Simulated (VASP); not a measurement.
**Optical-spectrum calculation, with input and output: ZrN (part 3 of 3)**

The same run, continued: ZrN (Fm-3m, 2 atoms in the cell); Kohn-Sham DFT of a periodic cell, PBE, VASP PAW PBE potentials, recommended, no spin polarisation (VASP 6.6.1); cutoff 520 eV, 28×28×28 k-mesh, fermi-dirac of 0.05 eV. The structure was built on a prototype by a generator; it need not be a known phase.

Geometry of the input (Å; fractional positions):
```
0.0000  2.2875  2.2875
2.2875  0.0000  2.2875
2.2875  2.2875  0.0000
Zr 0.0000  0.0000  0.0000
N  0.5000  0.5000  0.5000
```

Parts of OUTCAR, continued:
```
  frequency dependent IMAGINARY DIELECTRIC FUNCTION (independent particle, no local field effects) current-current
     E(ev)      X         Y         Z        XY        YZ        ZX
  --------------------------------------------------------------------------------------------------------------
     0.00000    77.49106    77.49106    77.49106    -0.00000    -0.00000     0.00000
     1.28378     1.22316     1.22316     1.22316    -0.00000     0.00000    -0.00000
     2.56757     1.18310     1.18310     1.18310    -0.00000     0.00000    -0.00000
     3.85135     2.36513     2.36513     2.36513    -0.00000    -0.00000     0.00000
     5.13513     7.15106     7.15106     7.15106    -0.00000    -0.00000     0.00000
     6.41891     8.56833     8.56833     8.56833    -0.00000    -0.00000     0.00000
     7.70270     8.76846     8.76846     8.76846     0.00000     0.00000    -0.00000
     8.98648     8.02004     8.02004     8.02004    -0.00000    -0.00000     0.00000
    10.27026     4.54650     4.54650     4.54650    -0.00000     0.00000    -0.00000
    11.55404     1.88149     1.88149     1.88149    -0.00000     0.00000     0.00000
    12.83783     0.91422     0.91422     0.91422    -0.00000    -0.00000     0.00000
    14.12161     0.95855     0.95855     0.95855    -0.00000     0.00000    -0.00000
    15.40539     1.31187     1.31187     1.31187     0.00000     0.00000    -0.00000
    16.68917     1.65794     1.65794     1.65794     0.00000     0.00000    -0.00000
    17.97296     1.50195     1.50195     1.50195    -0.00000    -0.00000     0.00000
    19.25674     1.20314     1.20314     1.20314    -0.00000    -0.00000    -0.00000
    20.54052     0.69099     0.69099     0.69099     0.00000    -0.00000     0.00000
    21.82431     0.53510     0.53510     0.53510     0.00000    -0.00000    -0.00000
    23.10809     0.49150     0.49150     0.49150    -0.00000     0.00000    -0.00000
    24.39187     0.43701     0.43701     0.43701     0.00000     0.00000    -0.00000
    25.67565     0.34939     0.34939     0.34939    -0.00000    -0.00000     0.00000
    26.95944     0.59757     0.59757     0.59757    -0.00000    -0.00000    -0.00000
    28.24322     1.36940     1.36940     1.36940     0.00000     0.00000     0.00000
    29.52700     1.70165     1.70165     1.70165     0.00000     0.00000     0.00000
    30.81078     2.46714     2.46714     2.46714    -0.00000     0.00000    -0.00000
    32.09457     2.14921     2.14921     2.14921     0.00000     0.00000    -0.00000
    33.37835     1.02502     1.02502     1.02502    -0.00000    -0.00000     0.00000
    34.66213     0.65522     0.65522     0.65522    -0.00000     0.00000     0.00000
    35.94591     0.33005     0.33005     0.33005    -0.00000    -0.00000     0.00000
    37.22970     0.24184     0.24184     0.24184     0.00000     0.00000     0.00000
    38.51348     0.27395     0.27395     0.27395     0.00000     0.00000     0.00000
    39.79726     0.35480     0.35480     0.35480    -0.00000    -0.00000     0.00000
    41.08105     0.31412     0.31412     0.31412     0.00000    -0.00000     0.00000
    42.36483     0.15531     0.15531     0.15531     0.00000     0.00000    -0.00000
    43.64861     0.13055     0.13055     0.13055    -0.00000    -0.00000    -0.00000
    44.93239     0.09320     0.09320     0.09320     0.00000    -0.00000    -0.00000
    46.21618     0.14211     0.14211     0.14211     0.00000     0.00000    -0.00000
    47.49996     0.10705     0.10705     0.10705    -0.00000    -0.00000     0.00000
    48.78374     0.08943     0.08943     0.08943    -0.00000     0.00000    -0.00000
    50.06752     0.07539     0.07539     0.07539    -0.00000     0.00000    -0.00000
    51.35131     0.06499     0.06499     0.06499     0.00000     0.00000     0.00000
    52.63509     0.07151     0.07151     0.07151    -0.00000     0.00000     0.00000
    53.91887     0.10308     0.10308     0.10308    -0.00000     0.00000     0.00000
    55.20266     0.07902     0.07902     0.07902     0.00000     0.00000    -0.00000
    56.48644     0.06142     0.06142     0.06142    -0.00000    -0.00000     0.00000
    57.77022     0.03622     0.03622     0.03622     0.00000    -0.00000     0.00000
    59.05400     0.03028     0.03028     0.03028    -0.00000    -0.00000     0.00000
    60.33779     0.02072     0.02072     0.02072     0.00000     0.00000     0.00000
    61.62157     0.01734     0.01734     0.01734    -0.00000    -0.00000    -0.00000
    62.90535     0.01903     0.01903     0.01903     0.00000     0.00000    -0.00000
    64.18913     0.02238     0.02238     0.02238    -0.00000    -0.00000     0.00000
    65.47292     0.02239     0.02239     0.02239    -0.00000    -0.00000     0.00000
    66.75670     0.01776     0.01776     0.01776     0.00000    -0.00000     0.00000
    68.04048     0.01432     0.01432     0.01432     0.00000     0.00000    -0.00000
    69.32426     0.01100     0.01100     0.01100    -0.00000     0.00000     0.00000
    70.60805     0.00776     0.00776     0.00776    -0.00000    -0.00000    -0.00000
    71.89183     0.00614     0.00614     0.00614     0.00000    -0.00000    -0.00000
    73.17561     0.00584     0.00584     0.00584     0.00000    -0.00000    -0.00000
    74.45940     0.00598     0.00598     0.00598     0.00000     0.00000    -0.00000
    75.74318     0.00942     0.00942     0.00942     0.00000    -0.00000    -0.00000
    77.02696     0.00749     0.00749     0.00749     0.00000     0.00000    -0.00000
    78.31074     0.00631     0.00631     0.00631    -0.00000    -0.00000     0.00000
    79.59453     0.00599     0.00599     0.00599    -0.00000    -0.00000    -0.00000
    80.87831     0.00744     0.00744     0.00744    -0.00000    -0.00000     0.00000
    82.16209     0.00825     0.00825     0.00825    -0.00000    -0.00000     0.00000
    83.44587     0.00382     0.00382     0.00382     0.00000    -0.00000     0.00000
    84.72966     0.00162     0.00162     0.00162    -0.00000    -0.00000     0.00000
    86.01344     0.00122     0.00122     0.00122    -0.00000    -0.00000    -0.00000
    87.29722     0.00136     0.00136     0.00136     0.00000     0.00000    -0.00000
    88.58100     0.00153     0.00153     0.00153     0.00000     0.00000    -0.00000
    89.86479     0.00144     0.00144     0.00144     0.00000    -0.00000     0.00000
    91.14857     0.00166     0.00166     0.00166     0.00000    -0.00000    -0.00000
    92.43235     0.00092     0.00092     0.00092    -0.00000    -0.00000     0.00000
    93.71614     0.00082     0.00082     0.00082     0.00000    -0.00000     0.00000
    94.99992     0.00098     0.00098     0.00098     0.00000    -0.00000    -0.00000
    96.28370     0.00104     0.00104     0.00104    -0.00000    -0.00000     0.00000
    97.56748     0.00078     0.00078     0.00078     0.00000    -0.00000     0.00000
    98.85127     0.00093     0.00093     0.00093    -0.00000    -0.00000     0.00000
   100.13505     0.00082     0.00082     0.00082    -0.00000     0.00000    -0.00000
   101.41883     0.00085     0.00085     0.00085    -0.00000    -0.00000     0.00000
   102.70261     0.00088     0.00088     0.00088    -0.00000    -0.00000     0.00000
   103.98640     0.00096     0.00096     0.00096    -0.00000    -0.00000     0.00000
   105.27018     0.00045     0.00045     0.00045    -0.00000     0.00000    -0.00000
   106.55396     0.00009     0.00009     0.00009    -0.00000    -0.00000     0.00000
   107.83774     0.00002     0.00002     0.00002    -0.00000     0.00000     0.00000
   109.12153     0.00002     0.00002     0.00002    -0.00000    -0.00000     0.00000
   110.40531     0.00001     0.00001     0.00001    -0.00000    -0.00000     0.00000
   111.68909     0.00001     0.00001     0.00001    -0.00000    -0.00000     0.00000
   112.97288     0.00001     0.00001     0.00001    -0.00000    -0.00000     0.00000
   114.25666     0.00001     0.00001     0.00001    -0.00000     0.00000    -0.00000
   115.54044     0.00001     0.00001     0.00001    -0.00000     0.00000    -0.00000
   116.82422     0.00001     0.00001     0.00001    -0.00000     0.00000    -0.00000
   118.10801     0.00001     0.00001     0.00001    -0.00000     0.00000    -0.00000
   119.39179     0.00001     0.00001     0.00001    -0.00000     0.00000    -0.00000
   120.67557     0.00001     0.00001     0.00001    -0.00000     0.00000    -0.00000
   121.95935     0.00001     0.00001     0.00001    -0.00000     0.00000    -0.00000
   123.24314     0.00001     0.00001     0.00001    -0.00000     0.00000    -0.00000
   124.52692     0.00001     0.00001     0.00001    -0.00000     0.00000    -0.00000
   125.81070     0.00001     0.00001     0.00001    -0.00000     0.00000    -0.00000
   127.09448     0.00000     0.00000     0.00000    -0.00000     0.00000    -0.00000

  frequency dependent      REAL DIELECTRIC FUNCTION (independent particle, no local field effects) current-current
     E(ev)        X           Y           Z          XY          YZ          ZX
  --------------------------------------------------------------------------------------------------------------
     0.00000   -15.72260   -15.72260   -15.72260     0.00000     0.00000    -0.00000
     1.28378     6.66042     6.66042     6.66042     0.00000     0.00000     0.00000
     2.56757     7.73582     7.73582     7.73582    -0.00000     0.00000     0.00000
     3.85135     8.84490     8.84490     8.84490    -0.00000    -0.00000     0.00000
     5.13513     8.83824     8.83824     8.83824     0.00000     0.00000     0.00000
     6.41891     4.70685     4.70685     4.70685     0.00000     0.00000    -0.00000
     7.70270     2.49324     2.49324     2.49324     0.00000     0.00000    -0.00000
     8.98648    -0.21661    -0.21661    -0.21661    -0.00000    -0.00000    -0.00000
    10.27026    -3.15261    -3.15261    -3.15261     0.00000     0.00000     0.00000
    11.55404    -2.61123    -2.61123    -2.61123     0.00000    -0.00000    -0.00000
    12.83783    -0.82987    -0.82987    -0.82987    -0.00000    -0.00000     0.00000
    14.12161     0.24951     0.24951     0.24951     0.00000     0.00000    -0.00000
    15.40539     0.58997     0.58997     0.58997    -0.00000    -0.00000     0.00000
    16.68917     0.43868     0.43868     0.43868     0.00000     0.00000    -0.00000
    17.97296     0.14476     0.14476     0.14476    -0.00000    -0.00000     0.00000
    19.25674     0.11701     0.11701     0.11701     0.00000    -0.00000     0.00000
    20.54052     0.06067     0.06067     0.06067    -0.00000     0.00000    -0.00000
    21.82431     0.44261     0.44261     0.44261     0.00000     0.00000    -0.00000
    23.10809     0.76743     0.76743     0.76743    -0.00000     0.00000    -0.00000
    24.39187     0.83498     0.83498     0.83498     0.00000    -0.00000    -0.00000
    25.67565     1.27232     1.27232     1.27232     0.00000    -0.00000     0.00000
    26.95944     1.69146     1.69146     1.69146    -0.00000    -0.00000     0.00000
    28.24322     1.47139     1.47139     1.47139     0.00000     0.00000    -0.00000
    29.52700     1.46921     1.46921     1.46921     0.00000     0.00000    -0.00000
    30.81078     0.77633     0.77633     0.77633     0.00000     0.00000    -0.00000
    32.09457    -0.47166    -0.47166    -0.47166    -0.00000    -0.00000     0.00000
    33.37835    -0.64779    -0.64779    -0.64779    -0.00000     0.00000     0.00000
    34.66213    -0.34843    -0.34843    -0.34843     0.00000     0.00000    -0.00000
    35.94591    -0.12438    -0.12438    -0.12438    -0.00000    -0.00000     0.00000
    37.22970     0.11613     0.11613     0.11613    -0.00000    -0.00000     0.00000
    38.51348     0.35221     0.35221     0.35221     0.00000    -0.00000    -0.00000
    39.79726     0.29552     0.29552     0.29552    -0.00000    -0.00000    -0.00000
    41.08105     0.21501     0.21501     0.21501    -0.00000     0.00000     0.00000
    42.36483     0.29990     0.29990     0.29990    -0.00000    -0.00000     0.00000
    43.64861     0.40254     0.40254     0.40254     0.00000     0.00000     0.00000
    44.93239     0.46455     0.46455     0.46455     0.00000     0.00000     0.00000
    46.21618     0.51883     0.51883     0.51883     0.00000     0.00000     0.00000
    47.49996     0.52502     0.52502     0.52502     0.00000     0.00000     0.00000
    48.78374     0.54917     0.54917     0.54917     0.00000    -0.00000     0.00000
    50.06752     0.58626     0.58626     0.58626    -0.00000    -0.00000     0.00000
    51.35131     0.62438     0.62438     0.62438     0.00000     0.00000     0.00000
    52.63509     0.66867     0.66867     0.66867     0.00000     0.00000    -0.00000
    53.91887     0.65746     0.65746     0.65746     0.00000    -0.00000     0.00000
    55.20266     0.64712     0.64712     0.64712     0.00000    -0.00000     0.00000
    56.48644     0.66099     0.66099     0.66099     0.00000    -0.00000     0.00000
    57.77022     0.67949     0.67949     0.67949     0.00000    -0.00000     0.00000
    59.05400     0.69930     0.69930     0.69930     0.00000    -0.00000     0.00000
    60.33779     0.71970     0.71970     0.71970     0.00000     0.00000     0.00000
    61.62157     0.74069     0.74069     0.74069     0.00000    -0.00000     0.00000
    62.90535     0.75659     0.75659     0.75659     0.00000    -0.00000     0.00000
    64.18913     0.77171     0.77171     0.77171     0.00000     0.00000    -0.00000
    65.47292     0.77013     0.77013     0.77013     0.00000    -0.00000     0.00000
    66.75670     0.78148     0.78148     0.78148     0.00000    -0.00000     0.00000
    68.04048     0.79232     0.79232     0.79232     0.00000    -0.00000     0.00000
    69.32426     0.79949     0.79949     0.79949     0.00000    -0.00000     0.00000
    70.60805     0.80882     0.80882     0.80882     0.00000    -0.00000     0.00000
    71.89183     0.82109     0.82109     0.82109     0.00000    -0.00000     0.00000
    73.17561     0.82865     0.82865     0.82865     0.00000    -0.00000     0.00000
    74.45940     0.83717     0.83717     0.83717     0.00000     0.00000     0.00000
    75.74318     0.84254     0.84254     0.84254     0.00000    -0.00000     0.00000
    77.02696     0.84677     0.84677     0.84677     0.00000    -0.00000     0.00000
    78.31074     0.85154     0.85154     0.85154     0.00000     0.00000     0.00000
    79.59453     0.85901     0.85901     0.85901     0.00000    -0.00000     0.00000
    80.87831     0.86310     0.86310     0.86310     0.00000    -0.00000     0.00000
    82.16209     0.86422     0.86422     0.86422     0.00000    -0.00000     0.00000
    83.44587     0.86828     0.86828     0.86828     0.00000    -0.00000     0.00000
    84.72966     0.87399     0.87399     0.87399     0.00000     0.00000     0.00000
    86.01344     0.87945     0.87945     0.87945     0.00000     0.00000     0.00000
    87.29722     0.88422     0.88422     0.88422     0.00000    -0.00000     0.00000
    88.58100     0.88784     0.88784     0.88784     0.00000    -0.00000     0.00000
    89.86479     0.89180     0.89180     0.89180     0.00000    -0.00000     0.00000
    91.14857     0.89458     0.89458     0.89458     0.00000     0.00000     0.00000
    92.43235     0.89802     0.89802     0.89802     0.00000    -0.00000     0.00000
    93.71614     0.90158     0.90158     0.90158     0.00000     0.00000     0.00000
    94.99992     0.90482     0.90482     0.90482     0.00000    -0.00000     0.00000
    96.28370     0.90700     0.90700     0.90700     0.00000     0.00000     0.00000
    97.56748     0.90996     0.90996     0.90996     0.00000     0.00000     0.00000
    98.85127     0.91257     0.91257     0.91257     0.00000     0.00000     0.00000
   100.13505     0.91478     0.91478     0.91478     0.00000    -0.00000     0.00000
   101.41883     0.91731     0.91731     0.91731     0.00000    -0.00000     0.00000
   102.70261     0.91942     0.91942     0.91942     0.00000     0.00000     0.00000
   103.98640     0.92120     0.92120     0.92120     0.00000    -0.00000     0.00000
   105.27018     0.92311     0.92311     0.92311     0.00000     0.00000     0.00000
   106.55396     0.92534     0.92534     0.92534     0.00000     0.00000     0.00000
   107.83774     0.92745     0.92745     0.92745     0.00000    -0.00000     0.00000
   109.12153     0.92939     0.92939     0.92939     0.00000    -0.00000     0.00000
   110.40531     0.93122     0.93122     0.93122     0.00000    -0.00000     0.00000
   111.68909     0.93297     0.93297     0.93297     0.00000    -0.00000     0.00000
   112.97288     0.93463     0.93463     0.93463     0.00000    -0.00000     0.00000
   114.25666     0.93623     0.93623     0.93623     0.00000    -0.00000     0.00000
   115.54044     0.93776     0.93776     0.93776     0.00000    -0.00000     0.00000
   116.82422     0.93923     0.93923     0.93923     0.00000    -0.00000     0.00000
   118.10801     0.94065     0.94065     0.94065     0.00000    -0.00000     0.00000
   119.39179     0.94202     0.94202     0.94202     0.00000    -0.00000     0.00000
   120.67557     0.94334     0.94334     0.94334     0.00000    -0.00000     0.00000
   121.95935     0.94461     0.94461     0.94461     0.00000    -0.00000     0.00000
   123.24314     0.94583     0.94583     0.94583     0.00000    -0.00000     0.00000
   124.52692     0.94702     0.94702     0.94702     0.00000    -0.00000     0.00000
   125.81070     0.94816     0.94816     0.94816     0.00000    -0.00000     0.00000
   127.09448     0.94927     0.94927     0.94927     0.00000    -0.00000     0.00000
```

CONTCAR:
```
ZrN
   1.00000000000000
     0.0000000000000000    2.2875000000000001    2.2875000000000001
     2.2875000000000001    0.0000000000000000    2.2875000000000001
     2.2875000000000001    2.2875000000000001    0.0000000000000000
  Zr              N
     1     1
Direct
     0.0000000000000000    0.0000000000000000    0.0000000000000000
     0.5000000000000000    0.5000000000000000    0.5000000000000000

  0.00000000E+00  0.00000000E+00  0.00000000E+00
  0.00000000E+00  0.00000000E+00  0.00000000E+00
```

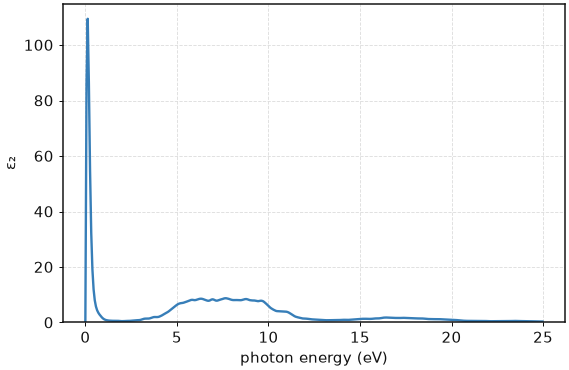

**Figure 1.** Imaginary part of the dielectric function (first component that the program prints). The highest peak, 109.4, lies at 0.13 eV.

Results in brief:

| quantity | value |
| --- | --- |
| outcome | converged |
| space group (tolerance 0.01 Å) | Fm-3m (225) |
| electrons treated | 17 |
| free energy | −20.3687 eV |
| Fermi energy of the self-consistent step | 12.063 eV |
| gap on the k-point mesh | none (metallic) |
| pressure | 3.57 GPa |
| largest force (length of the vector) | under 0.001 eV/Å |
| hardware | 1 thread of Intel Xeon (Granite Rapids), 64 GiB of memory available, shared host |
| wall time | 2.7 min |
| peak memory | 0.89 GiB |

The cell holds an odd number of electrons but the run has no spin polarisation, so it comes out as a metal.
